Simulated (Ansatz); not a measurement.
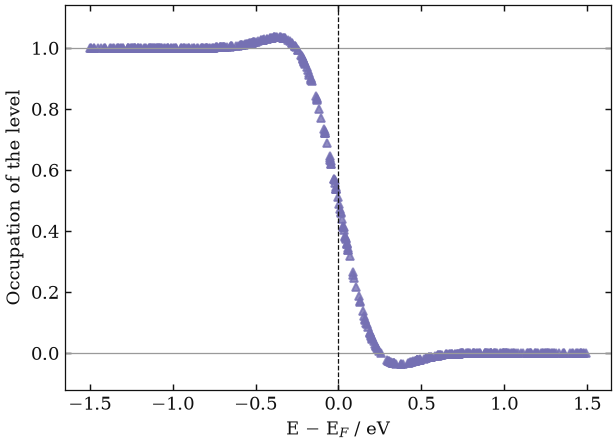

Occupations of the one-electron levels of the k mesh against their energy, from a run on Ta, space group I4/mmm, 1 atom in the cell, with Ansatz.

Q: Which smearing scheme was used (Fermi-Dirac, Gaussian, Methfessel-Paxton or cold), and about what width?

A: Methfessel-Paxton smearing with a width of 0.3 eV. The occupations overshoot on both sides, up to 1.035 below the Fermi level and down to −0.035 above it; for the first-order scheme these extremes (±0.035) lie 1.22 widths, here 0.37 eV, from the Fermi level.

Q: Is that width safe?

A: It is wide: energies, forces and moments pick up smearing errors, and small gaps get partly filled, so it should be reduced or extrapolated to zero width.
